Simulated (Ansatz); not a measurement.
```
CELL_PARAMETERS angstrom
6.44275 0.00000 0.00000
0.00000 6.44275 0.00000
0.00000 0.00000 6.44275
ATOMIC_POSITIONS crystal
Si 0.25000 0.37500 0.00000
Si 0.75000 0.87500 0.50000
Si 0.00000 0.25000 0.37500
Si 0.50000 0.75000 0.87500
Si 0.00000 0.75000 0.12500
Si 0.50000 0.25000 0.62500
Si 0.37500 0.00000 0.25000
Si 0.87500 0.50000 0.75000
Si 0.12500 0.00000 0.75000
Si 0.62500 0.50000 0.25000
Si 0.75000 0.12500 0.00000
Si 0.25000 0.62500 0.50000
N 0.78125 0.28125 0.21875
N 0.28125 0.78125 0.71875
N 0.46875 0.53125 0.03125
N 0.96875 0.03125 0.53125
N 0.46875 0.46875 0.46875
N 0.96875 0.96875 0.96875
N 0.03125 0.46875 0.53125
N 0.53125 0.96875 0.03125
N 0.21875 0.21875 0.21875
N 0.71875 0.71875 0.71875
N 0.28125 0.21875 0.78125
N 0.78125 0.71875 0.28125
N 0.53125 0.03125 0.46875
N 0.03125 0.53125 0.96875
N 0.21875 0.78125 0.28125
N 0.71875 0.28125 0.78125
```

Space group I-43d; a structure from a database of computed crystals, not necessarily the ambient phase; started from the database structure prototype, which need not be the ambient phase.

Theory: Ansatz, DFT, r2SCAN, plane waves, PAW.

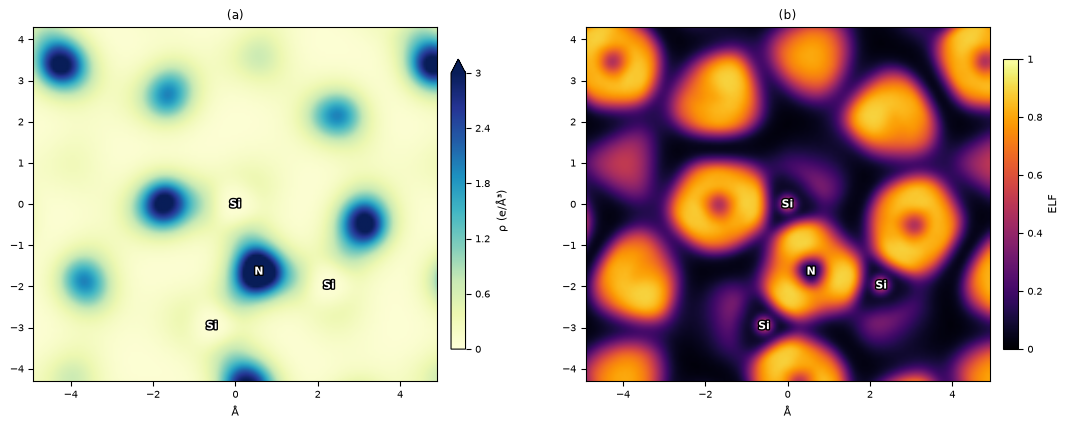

Si3N4. (a) valence charge density (pseudo); (b) electron localisation function on the (111) plane of the conventional cell.

The density is the valence pseudo-density of a PAW calculation; it isn't the true density close to the nuclei.

### What do the fields say about this system?

- The section cuts through Si and N sites.
- Atoms just off the plane (Si, 0.9 Å away and N, 0.3 Å away) can leave unmarked features too.
- Si–N (1.74 Å): ρ at the midpoint is about 1.1 e/Å³; the ELF peaks at about 0.90 between the atoms (a polar covalent bond).
- Between the atoms the lowest density in this plane is 0.05 e/Å³.

### Does the calculation give a band gap?

It is gapped, with a Kohn–Sham gap of 4.8 eV on the k-point mesh, an upper bound to the gap of this method.
